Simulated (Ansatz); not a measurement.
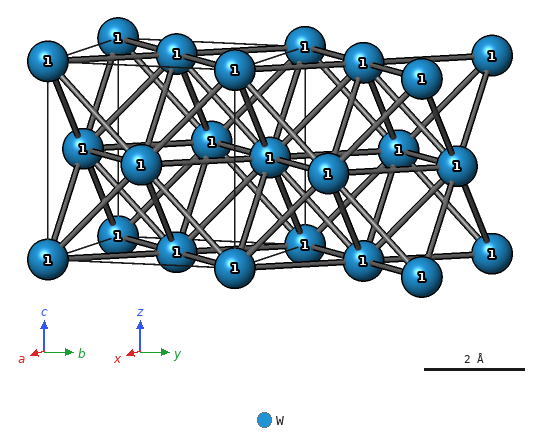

Energy scan for a crystal of W (Fm-3m), in which the cell is strained equally along x and y and separately along z, with the atoms kept at their fractional coordinates. x, y and z are the Cartesian axes of the input. The picture shows the reference cell. Style: ball-and-stick. Shown: the conventional cell (4 times the calculation's cell), repeated 1 × 2 × 1 with one cell outlined, slightly off an axis. Lengths and directions refer to the drawn axes.

Method: DFT PBEsol, scalar-relativistic, plane waves, PAW (Ansatz). (plane-wave cutoff 420 eV; k-point mesh 26 × 26 × 26; occupations gaussian; smearing width 0.15 eV; no spin polarisation). Energies (free energies at the smearing named) are counted from the relaxed crystal.

Input file:
```yaml
crystal:
  lattice:
    - [0.0, 1.9989957669, 1.9989957669]
    - [1.9989957669, 0.0, 1.9989957669]
    - [1.9989957669, 1.9989957669, 0.0]
  atoms:
    - { symbol: W, position: [0.0, 0.0, 0.0] }
basis:
  ecutwfc: 420
kpoints:
  mp_grid: { grid: [26, 26, 26] }
hamiltonian:
  xc: pbesol
scf:
  occupations: { method: gaussian, width: 0.15 }
output:
  forces: true
  stress: true
  eigenvalues: true
```

Launched with:
```bash
ansatz run input.yaml --threads 2 --pin off --max-ram 5120MiB --backend cpu --events-out ev --progress --plain --runs-dir out
```

Q: What energies does the calculation give on a grid with rows −0.030, −0.015, 0.000, 0.015, 0.030 and columns −0.030, −0.015, 0.000, 0.015, 0.030 (strain along x and y; strain along z)?

A: Rows: strain along x and y; columns: strain along z; values in meV/atom.

|  | −0.030 | −0.015 | 0.000 | 0.015 | 0.030 |
| --- | --- | --- | --- | --- | --- |
| −0.030 | 131.8 | 88.1 | 48.7 | 14.2 | −14.8 |
| −0.015 | 54.4 | 31.4 | 11.4 | −5.4 | −18.3 |
| 0.000 | 3.9 | 0.9 | 0.0 | 1.0 | 4.2 |
| 0.015 | −22.3 | −6.7 | 10.7 | 29.2 | 48.6 |
| 0.030 | −26.0 | 6.7 | 40.9 | 76.0 | 111.3 |

In pairs of (strain along x and y; strain along z): the lowest computed point lies at (0.030, −0.030) (−26.0 meV/atom), the highest at (−0.030, −0.030) (131.8 meV/atom). It lies on the edge of the grid, so the true minimum may be outside the range scanned. The pressure runs from −22.3 GPa at (0.030, 0.030) to 32.7 GPa at (−0.030, −0.030).
